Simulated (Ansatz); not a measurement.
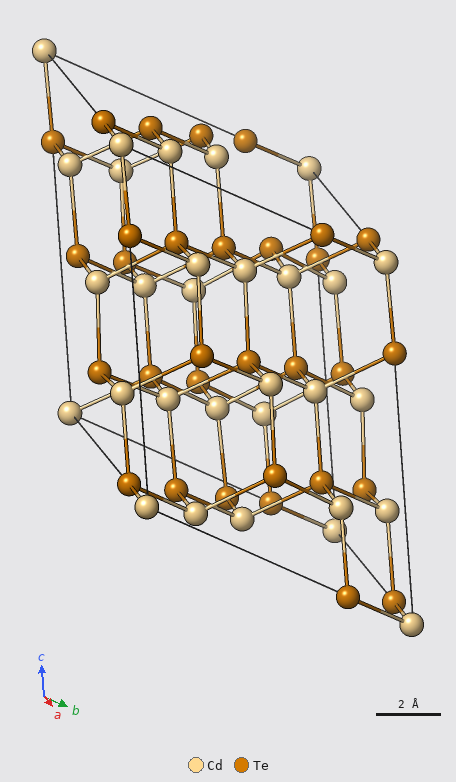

The starting structure (ball-and-stick view of the cell of the calculation, seen slightly off an axis). Near neighbours in the crystal (not all of them lie inside the picture): Cd has 4 Te at 2.82 to 2.90 Å; Te has 3 Cd at 2.82 to 2.87 Å; Te has 4 Cd at 2.88 to 2.90 Å.

## Geometry relaxation, with input and output: Cd$_{15}$Te$_{16}$ (charge −1) (part 1 of 3)

- system: Cd$_{15}$Te$_{16}$ (defect cell, 31 atoms in the cell, total charge −1)
- method: DFT PBE, scalar-relativistic, plane waves, PAW, spin-polarised (Ansatz 0.2.0)

The structure derives from a Materials Project entry. It belongs to a series of runs on one base structure; here: V_Cd, charge -1, atoms relaxed at the host's cell.

**Log**
```
Engine: ansatz 0.2.0, aarch64-unknown-linux-gnu
Pseudopotentials: kind: paw
Pseudopotential: Cd, paw, valence charge 20, recommended cutoff 420 eV (normal), Cd.paw.azcp
Pseudopotential: Te, paw, valence charge 16, recommended cutoff 420 eV (normal), Te.paw.azcp
Functional definition: PBE
  parameter kappa = 0.804
  parameter beta = 0.06672455060314922
  exchange = pbe_x(kappa = kappa, mu = beta*pi^2/3)
  correlation = pbe_c(beta = beta)
Crystal: 31 atoms, lattice volume = 1160.491 Å³
Basis set: ecut = 420 eV, 22663 PW (Γ), exchange–correlation on 160×160×160 points (8 copies of the dense FFT grid, shifted against one another)
Bands: 335, of which v1, the nominal top of the filled ones, is band 279 counted from 1 (278 counted from 0)
Symmetry: 1 space group operations
Space group: P1 (ITA 1), of the structure as read, at distance tolerance 1.1e-4 Å
Magnetic group: BNS 1.1 (UNI 1), of the structure as read, at distance tolerance 1.1e-4 Å
k-points: 4 of 8 (time reversal used)
Non-local potential: Cd, projectors of the file, l = 0: 3, l = 1: 2, l = 2: 2, l = 3: 1
Non-local potential: Te, projectors of the file, l = 0: 2, l = 1: 2, l = 2: 2, l = 3: 2
PAW form: soft (Blöchl's): semilocal exchange-correlation on the pseudo side does not see the compensation charge
PAW one-centre angular grid: Cd, 590 points (default); XC on 64 Gauss nodes
PAW one-centre angular grid: Te, 590 points (default); XC on 64 Gauss nodes
Initial density: superposition of atomic densities (chi_scale 0.1, normalization cell)
Starting moments: Σ|m| = 1 μB on 4 of 31 sites
Initial wavefunctions: pseudopotential atomic-orbital guess
Functional: x = pbe(κ = 0.804, μ = 0.2195149727645171), c = pbe(β = 0.06672455060314922)
iter 1 solved again at ethr=2.95e-3 eV; its pass at ethr=3.10e-3 eV (dr2=1.64e1 eV) is discarded
SCF iter   1: F=—  HF=-235506.990372 eV  |F-HF|=—  |Δ(HF+E_count)|=         —  Δρ=1.38e-2 (↑1.38e-2 ↓1.37e-2)  dr2=1.66e1  dr2_m=1.54e-1  M=0.840 μB ∫|m|=0.844 μB  β_m=0.30  ethr=2.95e-3  ⟨swp⟩=2.8  Hψ=12890  notcnv=0
preconditioner: auto → none  [metal: Δε(μ)=0.001 eV  Ē_g=10.188 eV  σ=0.020 eV  W_gap=0.03  n_scr=248 (ndim 8)  ℏωp=18.1 eV  f_vac=0.184  D(μ)=69.57/eV (n_scr^D=682)  sad-step TF]
SCF iter   2: F=—  HF=-235504.645559 eV  |F-HF|=—  |Δ(HF+E_count)|=    2.34e0  Δρ=9.80e-3 (↑9.80e-3 ↓9.60e-3)  dr2=9.14e0  dr2_m=7.54e-2  M=0.961 μB ∫|m|=0.965 μB  β_m=0.30  ethr=2.95e-3  ⟨swp⟩=2.0  Hψ=3090  notcnv=0
SCF iter   3: F=—  HF=-235502.127458 eV  |F-HF|=—  |Δ(HF+E_count)|=    2.52e0  Δρ=4.76e-3 (↑4.76e-3 ↓4.67e-3)  dr2=5.00e-1  dr2_m=3.74e-2  M=0.919 μB ∫|m|=0.930 μB  β_m=0.30  ethr=1.64e-3  ⟨swp⟩=3.0  Hψ=4148  notcnv=0  defer=410
SCF iter   4: F=—  HF=-235502.086074 eV  |F-HF|=—  |Δ(HF+E_count)|=   4.14e-2  Δρ=1.93e-3 (↑1.74e-3 ↓1.93e-3)  dr2=1.14e-1  dr2_m=1.90e-2  M=0.979 μB ∫|m|=0.991 μB  β_m=0.30  ethr=8.97e-5  ⟨swp⟩=2.0  Hψ=5238  notcnv=0  defer=410
SCF iter   5: F=—  HF=-235502.092365 eV  |F-HF|=—  |Δ(HF+E_count)|=   6.29e-3  Δρ=1.33e-3 (↑1.05e-3 ↓1.33e-3)  dr2=3.26e-2  dr2_m=9.94e-3  M=0.989 μB ∫|m|=1.006 μB  β_m=0.30  ethr=2.04e-5  ⟨swp⟩=2.0  Hψ=3224  notcnv=0  defer=410
SCF iter   6: F=—  HF=-235502.100394 eV  |F-HF|=—  |Δ(HF+E_count)|=   8.03e-3  Δρ=9.82e-4 (↑7.14e-4 ↓9.82e-4)  dr2=2.10e-2  dr2_m=5.23e-3  M=0.997 μB ∫|m|=1.016 μB  β_m=0.30  ethr=5.86e-6  ⟨swp⟩=2.0  Hψ=3324  notcnv=0  defer=410
SCF iter   7: F=—  HF=-235502.105797 eV  |F-HF|=—  |Δ(HF+E_count)|=   5.40e-3  Δρ=5.87e-4 (↑4.62e-4 ↓5.87e-4)  dr2=1.74e-3  dr2_m=2.50e-3  M=1.000 μB ∫|m|=1.022 μB  β_m=1.00  ethr=3.78e-6  ⟨swp⟩=2.0  Hψ=3583  notcnv=0  defer=410
SCF iter   8: F=—  HF=-235502.107439 eV  |F-HF|=—  |Δ(HF+E_count)|=   1.64e-3  Δρ=1.18e-4 (↑9.17e-5 ↓1.18e-4)  dr2=3.71e-4  dr2_m=2.85e-5  M=1.000 μB ∫|m|=1.032 μB  β_m=1.00  ethr=3.12e-7  ⟨swp⟩=2.0  Hψ=3546  notcnv=0  defer=410
SCF iter   9: F=—  HF=-235502.107920 eV  |F-HF|=—  |Δ(HF+E_count)|=   4.80e-4  Δρ=6.17e-5 (↑4.22e-5 ↓6.17e-5)  dr2=2.12e-4  dr2_m=6.01e-6  M=1.000 μB ∫|m|=1.035 μB  β_m=0.30  ethr=6.66e-8  ⟨swp⟩=2.0  Hψ=3451  notcnv=0  defer=410
SCF iter  10: F=—  HF=-235502.108090 eV  |F-HF|=—  |Δ(HF+E_count)|=   1.70e-4  Δρ=2.51e-5 (↑2.14e-5 ↓2.51e-5)  dr2=3.19e-5  dr2_m=1.66e-6  M=1.000 μB ∫|m|=1.035 μB  β_m=0.30  ethr=3.80e-8  ⟨swp⟩=2.0  Hψ=3395  notcnv=0  defer=410
SCF iter  11: F=—  HF=-235502.108160 eV  |F-HF|=—  |Δ(HF+E_count)|=   7.03e-5  Δρ=1.39e-5 (↑1.39e-5 ↓1.25e-5)  dr2=3.69e-6  dr2_m=7.13e-7  M=1.000 μB ∫|m|=1.035 μB  β_m=0.30  ethr=4.04e-9  ⟨swp⟩=17.6  Hψ=23939  notcnv=0
Mixer restart at iter 11: flushing history
spin-set hold released at iteration 11 (site moments contracting): the magnetisation degrees of freedom join the quasi-Newton model from the next iteration; the mixer history was flushed
SCF iter  12: F=—  HF=-235502.108195 eV  |F-HF|=—  |Δ(HF+E_count)|=   3.52e-5  Δρ=1.00e-5 (↑1.00e-5 ↓8.11e-6)  dr2=2.28e-6  dr2_m=3.73e-7  M=1.000 μB ∫|m|=1.035 μB  β_m=0.63  ethr=6.62e-10  ⟨swp⟩=10.1  Hψ=17608  notcnv=0
SCF iter  13: F=—  HF=-235502.108259 eV  |F-HF|=—  |Δ(HF+E_count)|=   6.36e-5  Δρ=4.99e-5 (↑1.05e-5 ↓4.99e-5)  dr2=2.50e-4  dr2_m=4.99e-6  M=1.000 μB ∫|m|=1.035 μB  β_m=0.39  ethr=4.10e-10  ⟨swp⟩=13.0  Hψ=22943  notcnv=0  recentre
SCF iter  14: F=-235502.108231 eV  HF=-235502.108231 eV  |F-HF|=1.19e-8  |Δ(HF+E_count)|=   2.82e-5  Δρ=2.12e-6 (↑1.69e-6 ↓2.12e-6)  dr2=5.51e-8  dr2_m=2.95e-8  M=1.000 μB ∫|m|=1.035 μB  ethr=4.10e-10  ⟨swp⟩=9.1  Hψ=19364  notcnv=0
SCF 1 converged in 14 iterations: F = -235502.108231 eV  dr2 = 5.51e-8
  greatest PAW one-centre occupation: 1.000 electrons in one spin orbital (limit 2), on the Cd atom at site 14 (counted from 0), in its partial waves of l = 0
relax step   1: F+E_penalty+E_count = -235502.10823085 eV  Δ(F+E_penalty+E_count) = +0.000e0 eV  max|allowed force component| = 1.326e-1 eV/Å  Δτ_max = 0.0000 Å  (14 SCF iters, dr2 threshold 2.25e-5 eV, accepted)
Initial density: handed on by an earlier stage of this run
Starting moments: Σ|m| = 1 μB on 4 of 31 sites; this step starts from the density that it was given
Initial wavefunctions: those handed on with the density
iter 1 solved again at ethr=7.61e-6 eV; its pass at ethr=3.10e-3 eV (dr2=4.24e-2 eV) is discarded
SCF iter   1: F=—  HF=-235502.129744 eV  |F-HF|=—  |Δ(HF+E_count)|=         —  Δρ=9.42e-4 (↑9.42e-4 ↓7.91e-4)  dr2=4.17e-2  dr2_m=2.83e-3  M=1.000 μB ∫|m|=1.032 μB  β_m=0.30  ethr=7.61e-6  ⟨swp⟩=2.0  Hψ=8401  notcnv=0  defer=410
preconditioner: auto → Resta (q_TF=auto, 2.414 Å⁻¹)  ε∞=3.8  [insulator: Δε(μ)=0.036 eV  Ē_g=10.782 eV  σ=0.020 eV  W_gap=0.74  n_scr=248 (ndim 8)  ℏωp=18.1 eV  f_vac=0.200  D(μ)=31.54/eV (n_scr^D=200)  ε∞_Penn≈3.8]
spin=Collinear: Resta preconditioning applied to the charge; magnetization (m = ρ↑ − ρ↓) channel mixes plain (no charge-response kernel on spin).
SCF iter   2: F=—  HF=-235502.125186 eV  |F-HF|=—  |Δ(HF+E_count)|=   4.56e-3  Δρ=6.71e-4 (↑6.71e-4 ↓5.79e-4)  dr2=1.79e-2  dr2_m=1.48e-3  M=1.000 μB ∫|m|=1.031 μB  β_m=0.60  ethr=7.49e-6  ⟨swp⟩=2.0  Hψ=2400  notcnv=0  defer=410
SCF iter   3: F=—  HF=-235502.123216 eV  |F-HF|=—  |Δ(HF+E_count)|=   1.97e-3  Δρ=1.42e-4 (↑1.38e-4 ↓1.42e-4)  dr2=7.27e-4  dr2_m=4.28e-5  M=1.000 μB ∫|m|=1.031 μB  β_m=0.70  ethr=3.22e-6  ⟨swp⟩=2.1  Hψ=3387  notcnv=0  defer=410
SCF iter   4: F=—  HF=-235502.123711 eV  |F-HF|=—  |Δ(HF+E_count)|=   4.96e-4  Δρ=4.70e-5 (↑3.41e-5 ↓4.70e-5)  dr2=1.42e-4  dr2_m=2.55e-6  M=1.000 μB ∫|m|=1.031 μB  β_m=0.75  ethr=1.31e-7  ⟨swp⟩=2.0  Hψ=3484  notcnv=0  defer=410
SCF iter   5: F=—  HF=-235502.123752 eV  |F-HF|=—  |Δ(HF+E_count)|=   4.05e-5  Δρ=2.69e-5 (↑1.48e-5 ↓2.69e-5)  dr2=5.42e-5  dr2_m=1.39e-6  M=1.000 μB ∫|m|=1.031 μB  β_m=0.71  ethr=2.56e-8  ⟨swp⟩=2.0  Hψ=3396  notcnv=0  defer=410
SCF iter   6: F=—  HF=-235502.123757 eV  |F-HF|=—  |Δ(HF+E_count)|=   5.30e-6  Δρ=9.89e-6 (↑9.00e-6 ↓9.89e-6)  dr2=6.08e-6  dr2_m=1.93e-7  M=1.000 μB ∫|m|=1.031 μB  β_m=0.86  ethr=9.73e-9  ⟨swp⟩=2.5  Hψ=3504  notcnv=0  defer=410
SCF iter   7: F=-235502.123764 eV  HF=-235502.123764 eV  |F-HF|=5.08e-7  |Δ(HF+E_count)|=   6.73e-6  Δρ=2.60e-6 (↑2.49e-6 ↓2.60e-6)  dr2=4.79e-7  dr2_m=2.81e-9  M=1.000 μB ∫|m|=1.031 μB  ethr=1.97e-10  ⟨swp⟩=16.2  Hψ=19961  notcnv=0
SCF 2 converged in 7 iterations: F = -235502.123764 eV  dr2 = 4.79e-7
  greatest PAW one-centre occupation: 1.000 electrons in one spin orbital (limit 2), on the Cd atom at site 10 (counted from 0), in its partial waves of l = 0
relax step   2: F+E_penalty+E_count = -235502.12376417 eV  Δ(F+E_penalty+E_count) = -1.553e-2 eV  max|allowed force component| = 9.363e-2 eV/Å  Δτ_max = 0.0820 Å  (7 SCF iters, dr2 threshold 1.10e-6 eV, accepted)
SCF iter   1: F=—  HF=-235502.129428 eV  |F-HF|=—  |Δ(HF+E_count)|=         —  Δρ=2.51e-4 (↑2.51e-4 ↓2.25e-4)  dr2=2.76e-3  dr2_m=1.88e-4  M=1.000 μB ∫|m|=1.031 μB  β_m=0.30  ethr=6.28e-6  ⟨swp⟩=3.1  Hψ=4742  notcnv=0  defer=410
preconditioner: auto → Resta (q_TF=auto, 2.414 Å⁻¹)  ε∞=3.8  [insulator: Δε(μ)=0.032 eV  Ē_g=10.785 eV  σ=0.020 eV  W_gap=0.71  n_scr=248 (ndim 8)  ℏωp=18.1 eV  f_vac=0.201  D(μ)=35.39/eV (n_scr^D=248)  ε∞_Penn≈3.8]
spin=Collinear: Resta preconditioning applied to the charge; magnetization (m = ρ↑ − ρ↓) channel mixes plain (no charge-response kernel on spin).
SCF iter   2: F=—  HF=-235502.129167 eV  |F-HF|=—  |Δ(HF+E_count)|=   2.61e-4  Δρ=1.80e-4 (↑1.80e-4 ↓1.63e-4)  dr2=1.20e-3  dr2_m=9.82e-5  M=1.000 μB ∫|m|=1.032 μB  β_m=0.61  ethr=4.96e-7  ⟨swp⟩=1.0  Hψ=3088  notcnv=0  defer=410
SCF iter   3: F=—  HF=-235502.129087 eV  |F-HF|=—  |Δ(HF+E_count)|=   8.04e-5  Δρ=3.78e-5 (↑3.47e-5 ↓3.78e-5)  dr2=5.60e-5  dr2_m=2.57e-6  M=1.000 μB ∫|m|=1.032 μB  β_m=0.67  ethr=2.15e-7  ⟨swp⟩=2.4  Hψ=3402  notcnv=0  defer=410
SCF iter   4: F=—  HF=-235502.129475 eV  |F-HF|=—  |Δ(HF+E_count)|=   3.88e-4  Δρ=1.79e-5 (↑1.01e-5 ↓1.79e-5)  dr2=1.76e-5  dr2_m=5.72e-7  M=1.000 μB ∫|m|=1.032 μB  β_m=0.68  ethr=1.01e-8  ⟨swp⟩=2.0  Hψ=3427  notcnv=0  defer=410
SCF iter   5: F=—  HF=-235502.129476 eV  |F-HF|=—  |Δ(HF+E_count)|=   1.32e-6  Δρ=5.71e-6 (↑4.48e-6 ↓5.71e-6)  dr2=2.01e-6  dr2_m=5.88e-8  M=1.000 μB ∫|m|=1.032 μB  β_m=0.70  ethr=3.16e-9  ⟨swp⟩=2.0  Hψ=3283  notcnv=0  defer=410
SCF iter   6: F=—  HF=-235502.129477 eV  |F-HF|=—  |Δ(HF+E_count)|=   7.37e-7  Δρ=2.11e-6 (↑2.01e-6 ↓2.11e-6)  dr2=2.26e-7  dr2_m=8.93e-9  M=1.000 μB ∫|m|=1.032 μB  β_m=0.85  ethr=3.61e-10  ⟨swp⟩=2.0  Hψ=3331  notcnv=0  defer=410
SCF iter   7: F=-235502.129477 eV  HF=-235502.129477 eV  |F-HF|=3.00e-8  |Δ(HF+E_count)|=   3.39e-7  Δρ=5.86e-7 (↑5.61e-7 ↓5.86e-7)  dr2=2.60e-8  dr2_m=1.72e-10  M=1.000 μB ∫|m|=1.032 μB  ethr=1.80e-11  ⟨swp⟩=15.0  Hψ=17913  notcnv=0
SCF 3 converged in 7 iterations: F = -235502.129477 eV  dr2 = 2.60e-8
  greatest PAW one-centre occupation: 1.000 electrons in one spin orbital (limit 2), on the Cd atom at site 4 (counted from 0), in its partial waves of l = 0
relax step   3: F+E_penalty+E_count = -235502.12947734 eV  Δ(F+E_penalty+E_count) = -5.713e-3 eV  max|allowed force component| = 7.302e-3 eV/Å  Δτ_max = 0.0285 Å  (7 SCF iters, accepted)
```

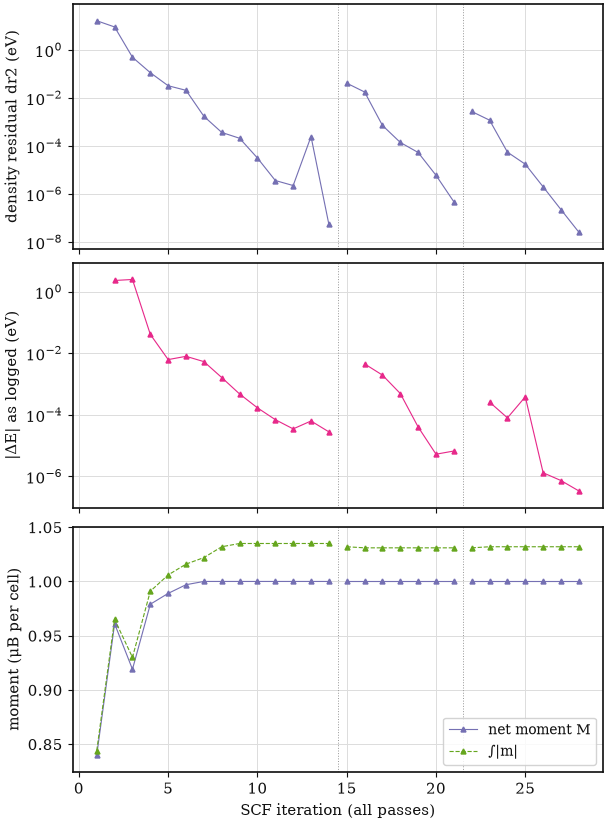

Convergence of the self-consistent field: density residual dr2, size of the energy change and magnetic moment against the SCF iteration. The dotted lines part the SCF passes of the relaxation: geometry steps, rejected trials and re-solves on a re-selected basis. The passes take 14, 7 and 7 iterations. The net moment goes from 0.8 to 1.0 μB per cell.

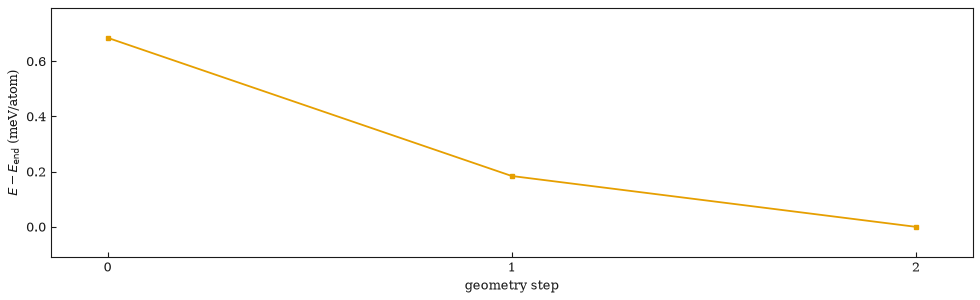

Progress of the relaxation, step by step (the first geometry is step 0 here and step 1 in the log).

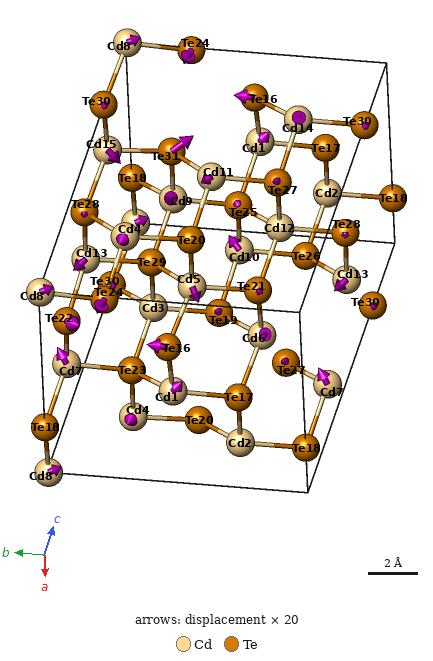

The starting structure with the displacements as pink arrows, magnified 20 times (ball-and-stick view of the cell of the calculation, seen at an oblique angle). The atom that moves furthest is Te31 (0.057 Å). Largest moves by element: Te 0.057 Å, Cd 0.041 Å. The cell doesn't change. Among the contacts that change: Cd11–Te31 2.869 → 2.837 Å, Cd8–Te24 2.858 → 2.837 Å, Cd14–Te26 2.885 → 2.902 Å, Cd10–Te19 2.889 → 2.903 Å. Among the angles that change: Cd9–Te31–Cd15 107.4° → 104.9°. The energy falls by 0.7 meV per atom in 2 geometry steps. The largest force component goes from 0.13 to 0.0073 eV/Å. (Atoms are counted from 1 in the order of the input.)

```
SCF converged after 7 iterations
Magnetization: 1.0000 μB (279.0000 up, 278.0000 down)
Absolute magnetization: 1.0351 μB (∫|ρ↑−ρ↓|, with the PAW one-centre terms)
Spin contamination: 0.0010 ħ² per cell (⟨S²⟩ above its minimum at these occupations)
Per-site moments (μB) at R_I (Å): [(0.0032155407957852886, 1.1701504656911974), (0.0017100549948185773, 1.188186707452231), (0.0016900555531440679, 1.18814793699191), (0.003203000298604513, 1.1700435060336172), (0.0032055030656486703, 1.170076575694739), (0.003222091898013256, 1.1702420435952485), (0.0032099156902965996, 1.1701408027587843), (0.0032183473532404476, 1.1701667616728462), (0.0032049419324755193, 1.170052738049378), (0.0032079229203103576, 1.1700409629123811), (0.0032374590035391137, 1.1703023556628036), (0.0016812303868693839, 1.1881459161304588), (0.0032299514551279267, 1.1702731504427637), (0.003214369195716211, 1.1701064514794448), (0.0031958370837515994, 1.1699907589961631), (0.08009947159187088, 1.170076575694739), (0.017775003602298226, 1.1882627291733883), (0.017763024897413514, 1.188250908873793), (0.01789370893397365, 1.1882415912073616), (0.017832470430650164, 1.188186707452231), (0.01776464540938569, 1.1881946820026792), (0.08063414666320091, 1.1701408027587843), (0.017739731099768636, 1.1882166872621813), (0.0799816773168404, 1.1700409629123811), (0.017757621674583272, 1.1881459161304588), (0.017903432065760564, 1.1882644577194486), (0.01787372409345322, 1.1882601026145332), (0.017759288375738914, 1.188209670441732), (0.017769643567573754, 1.188219734042788), (0.017787421401144192, 1.18814793699191), (0.080134823495158, 1.1699907589961631)]
Free energy (F): -235502.129477 eV
Harris-Foulkes:  -235502.129477 eV  (|F-HF|=3.00e-8)
Internal energy: -235502.122571 eV  (E = F + TS)
E sigma→0 (E₀):  -235502.126024 eV
Entropy (-TS):   -0.006906 eV (-0.223 meV/atom)
Fermi energy:    6.075247 eV
--- Per-component energies (eV) ---
  E_band       = -12701.224481
  E_kinetic    = 10450.807459
  E_local      = -86428.915945  (includes V_loc(G=0)·N_el)
  E_nonlocal   = -4461.392287
  E_hartree    = 43457.157982
  E_xc         = -4634.863527
  E_vxc        = -4983.307515  (∫ρ·V_xc dr)
  E_paw        = -135852.561143  (= ΣΔE_a)
  E_vpaw       = -14192.722527  (= ΣTr[D̂ρ^β])
  E_aug_tail   = -0.002580  (compensation charges beyond the density's cutoff)
  E_ewald      = -58032.352529
  E_smearing   = -0.006906  (= −TS)
  E_closure    = -0.000000  (closes the sum)
  E_deformation_potential = -11.511043  (in the stress; not in F)
  Σ components = -235502.129477   (vs F -235502.129477, Δ=0.00e0)
```
